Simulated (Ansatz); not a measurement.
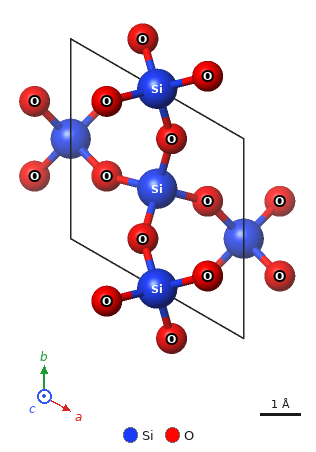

This is the input geometry for a relaxation of crystalline SiO$_{2}$ (set up in P6_422). The picture is a ball-and-stick view of the cell of the calculation, seen along the c axis.

Level of theory: DFT PBE, scalar-relativistic, plane waves, PAW in Ansatz 0.2.0.

The input:
```yaml
crystal:
  lattice:
    - [5.0605222284, 0.0, 0.0]
    - [-2.5302611142, 4.3825408062, 0.0]
    - [0.0, 0.0, 5.54135331]
  atoms:
    - { symbol: Si, position: [0.0, 0.5, 0.33333333] }
    - { symbol: Si, position: [0.5, 0.5, 0.66666667] }
    - { symbol: Si, position: [0.5, 0.0, 0.0] }
    - { symbol: O, position: [0.58278926, 0.79139463, 0.83333333] }
    - { symbol: O, position: [0.79139463, 0.58278926, 0.5] }
    - { symbol: O, position: [0.79139463, 0.20860537, 0.16666667] }
    - { symbol: O, position: [0.41721074, 0.20860537, 0.83333333] }
    - { symbol: O, position: [0.20860537, 0.41721074, 0.5] }
    - { symbol: O, position: [0.20860537, 0.79139463, 0.16666667] }
basis:
  ecutwfc: 420
kpoints:
  mp_grid: { grid: [6, 6, 4] }
hamiltonian:
  xc: pbe
scf:
  occupations: { method: gaussian, width: 0.02 }
output:
  forces: true
  stress: true
  eigenvalues: true
  write_density: true
  write_potential: true
  elf: true
  volumetric_format: npy
relax:
  adjacent_minimum: "off"
  f_tol: 0.005
  max_steps: 80
  cell: { stress_tol: 0.05 }
```

Launched with:
```bash
ansatz run input.yaml --threads 2 --pin off --max-ram 5120MiB --backend cpu --events-out ev --progress --plain --runs-dir out
```

What does the optimiser find from here?

The largest moves relative to the cell, 0.005 Å, are those of O4, O5, O6, O7, O8 and O9. O8 goes along [−1 −2 0]. Si stays in place. Cell: a = b 5.061 → 5.105 Å (+0.9 %), c 5.541 → 5.585 Å (+0.8 %). Volume +2.6 %. Near-neighbour distances that change, for instance: Si1–O5 1.608 → 1.623 Å. The space group stays P6_422 (No. 181). After 4 accepted moves (6 points after the start) the energy has fallen by 5.8 meV per atom. The largest force component goes from 0.25 to 0.00013 eV/Å. The pressure goes from 4.98 to 0.01 GPa. The SCF was repeated twice at an unchanged geometry on a basis and grid sized afresh for the cell, which shifted the energy by 1.4 meV per atom at most. Cost: 23 s on 2 threads of AMD EPYC 7B13 (Zen 3), on a shared host, peak memory 0.44 GiB.

After the run, drawn alike:

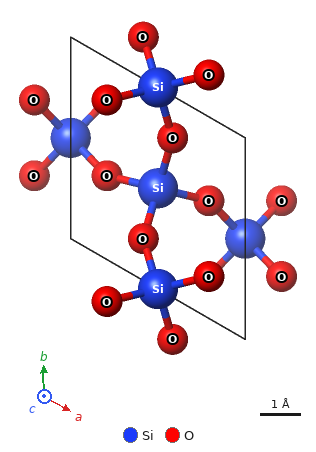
